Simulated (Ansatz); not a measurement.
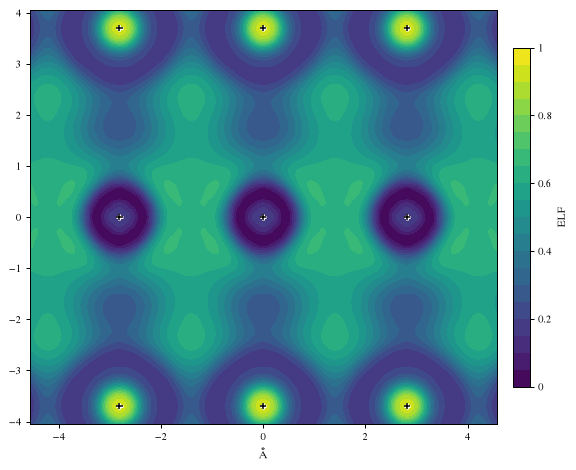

The ELF on a plane through atoms (crosses mark nuclei in the plane).

Theory: DFT r2SCAN, scalar-relativistic, plane waves, PAW in Ansatz.

Candidates:
A. Al$_{3}$Cu, a = 2.81 Å, b = 2.81 Å, c = 7.39 Å, α = 90.00°, β = 90.00°, γ = 90.00°. Space group P4/mmm; a structure from a database of computed crystals, not necessarily the ambient phase; computed without spin polarisation.
B. SnSe, a = 4.29 Å, b = 4.29 Å, c = 11.16 Å, α = 90.00°, β = 90.00°, γ = 90.00°. Space group P4/nmm; a structure from a database of computed crystals, not necessarily the ambient phase; changed on purpose from its base cell (strain +0.000 along x and y, +0.015 along z, atoms carried along).

### Which system is this?

Candidate A: Al$_{3}$Cu on the (010) plane of the conventional cell, which holds Al and Cu. Al–Al (2.81 Å): the ELF peaks at about 0.65 between the atoms. Cu–Cu (2.81 Å): the ELF is about 0.30 at the midpoint: no localised pair shows between them.
